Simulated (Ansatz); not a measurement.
SnSe: several calculations on one system

### Relaxation

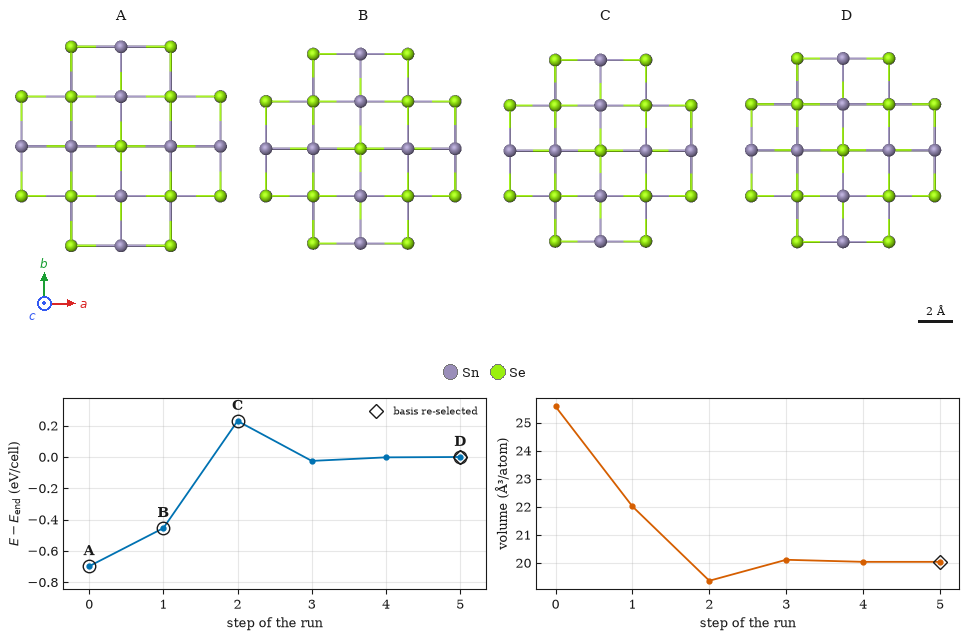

Frames of a relaxation of crystalline SnSe (set up in Fm-3m), marked on the history of the run. Style: ball-and-stick. Shown: the conventional cell (4 times the calculation's cell), along the c axis. Lengths and directions refer to the drawn axes.

Case: relaxed at 25 GPa.

Level of theory: Ansatz 0.2.0, DFT LDA, scalar-relativistic, plane waves, PAW. Set-up: plane-wave cutoff 420 eV; k-point mesh 8 × 8 × 8; occupations fixed; target pressure 25 GPa; no spin polarisation; cell and atoms relaxed; force threshold 0.001 eV/Å; at most 60 steps.

Q: What happens along the run?

A: The atoms keep their places relative to the cell (all moves are under 0.005 Å). Cell: a = b = c 5.893 → 5.432 Å (−7.8 %). Volume −21.6 %. Near-neighbour distances that change, for instance: Se–Sn 2.946 → 2.716 Å. The space group stays Fm-3m (No. 225). After 4 accepted moves (5 points after the start) the energy has risen by 0.697 eV per cell of the calculation. With the target pressure of 25 GPa, the enthalpy E + pV changes by −1.030 eV per cell of the calculation. All forces vanish by symmetry, so only the cell relaxes. Pressure: 0.01 GPa at the start and 24.98 GPa at the end. The SCF was repeated once at an unchanged geometry on a basis and grid sized afresh for the cell, which shifted the energy by 2.2 meV per cell of the calculation at most. From step 0 to 1: volume −13.9 %, energy +0.243 eV per cell of the calculation. From step 1 to 2: volume −12.0 %, energy +0.684 eV per cell of the calculation. From step 2 to 5: volume +3.5 %, energy −0.230 eV per cell of the calculation.

```csv
step,"E − E(0), meV/atom","pressure, GPa","volume, Å³/atom",note
0,0.00,0.01,25.575,
1,121.63,12.59,22.014,
2,463.70,30.43,19.365,
3,336.25,24.43,20.113,
4,347.61,24.98,20.039,
5,348.73,24.98,20.039,"same geometry, new basis"
```

### Relaxation

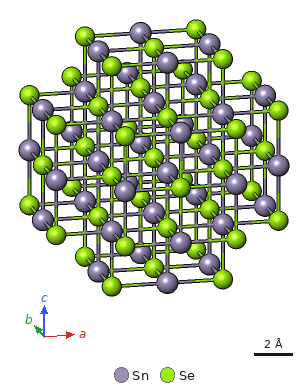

Starting structure of solid SnSe (set up in Fm-3m). Style: ball-and-stick. Shown: the conventional cell (4 times the calculation's cell), slightly off an axis. Lengths and directions refer to the drawn axes.

Computed with DFT PBEsol, scalar-relativistic, plane waves, PAW (Ansatz).

Input file:
```yaml
crystal:
  lattice:
    - [0.0, 3.01, 3.01]
    - [3.01, 0.0, 3.01]
    - [3.01, 3.01, 0.0]
  atoms:
    - { symbol: Sn, position: [0.0, 0.0, 0.0] }
    - { symbol: Se, position: [0.5, 0.5, 0.5] }
basis:
  ecutwfc: 420
kpoints:
  mp_grid: { grid: [8, 8, 8] }
hamiltonian:
  xc: pbesol
scf:
  occupations: { method: gaussian, width: 0.02 }
output:
  forces: true
  stress: true
  eigenvalues: true
relax:
  adjacent_minimum: "off"
  f_tol: 0.005
  max_steps: 80
  cell: { stress_tol: 0.05 }
```

Run as
```bash
ansatz run input.yaml --threads 1 --pin off --max-ram 2560MiB --backend cpu --events-out ev --progress --plain --runs-dir out
```

Q: Where does the relaxation end?

A: The energy falls by 6.3 meV per atom in 3 accepted moves (4 points after the start). All forces vanish by symmetry, so only the cell relaxes. Pressure: −1.94 GPa at the start and 0.00 GPa at the end. At 1 point the geometry stayed and the basis and grid were re-selected for the new cell (energy shift of 0.2 meV per atom at most each time). The atoms keep their places relative to the cell (all moves are under 0.005 Å). Cell: a = b = c 6.020 → 5.946 Å (−1.2 %). Volume −3.7 %. Near-neighbour distances that change, for instance: Sn1–Se2 3.010 → 2.973 Å. The space group stays Fm-3m (No. 225).

The end point in the same view:

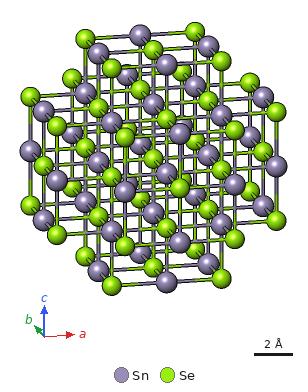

### A change

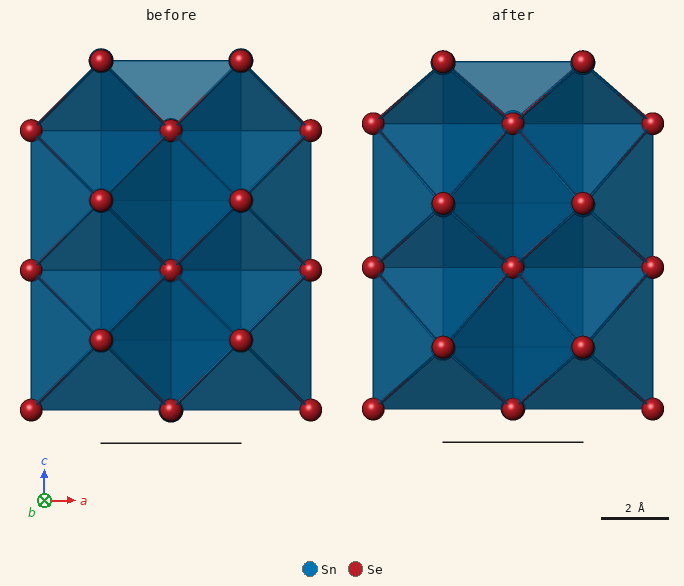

Left: a (1 1 0) slab of SnSe as cut from the relaxed bulk. Right: the same structure after one change, at the same scale. Style: polyhedral. Shown: the cell of the calculation, outlined in the plane, without the vacuum, along the b axis.

All numbers below come from DFT PBEsol, scalar-relativistic, plane waves, PAW in Ansatz 0.2.0. Set-up: plane-wave cutoff 420 eV; occupations gaussian; no spin polarisation. The k-mesh is chosen for each cell (8×8×8, 6×5×1). Smearing widths differ between the runs.

The atoms of the slab are relaxed at the bulk's in-plane cell.

And its effect?

The surface energy (mean of the two faces) falls from 0.55 to 0.36 J/m². The top spacing, between the SnSe and SnSe planes, goes from 2.10 to 1.83 Å (−12.8 %), the bottom one (SnSe to SnSe) from 2.10 to 1.83 Å (−12.8 %). The lattice vectors keep their values. The largest moves relative to the layer's centre, 0.24 Å, are those of Sn atoms. Largest moves by element: Sn 0.24 Å, Se 0.21 Å. Some distances before and after: Se–Sn 2.973 → 2.788 to 3.221 Å.
